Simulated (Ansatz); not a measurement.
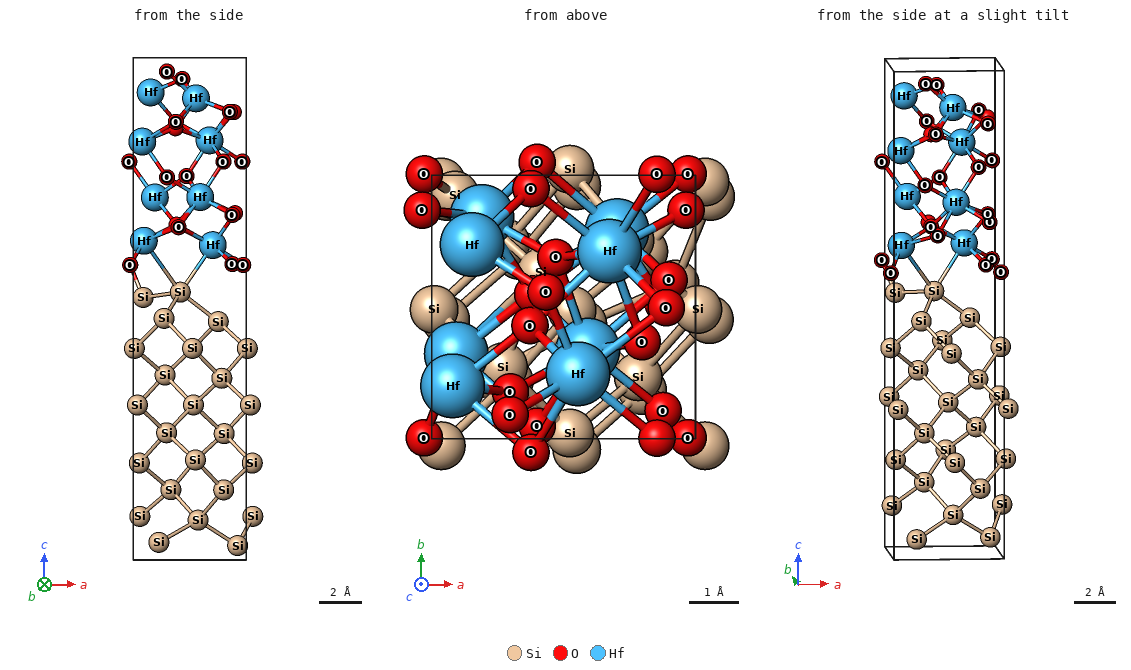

A ball-and-stick picture of a periodic stack of two materials, seen from the side, from above and from the side at a slight tilt; the box is the simulation cell in a reduced setting, and 1×1 cells are drawn in the plane (a layer on the cell's face shows at both ends).

**State the materials and surface orientations.**

Si (1 0 0) (Fd-3m, 20 atoms) and HfO2 (1 0 0) (P2_1/c, 24 atoms).

**Give the in-plane cell and the period of the stack.**

The in-plane vectors are 5.47 and 5.47 Å long, those of Si, to which HfO2 is strained; the stack repeats after 24.3 Å.

The atoms and the stacking vector were relaxed with DFT PBE, scalar-relativistic, plane waves, PAW (Ansatz 0.2.0), the in-plane cell held. The two parents, named as they started, are listed structures, not always the stable forms, and thin layers can change their stacking on relaxation.
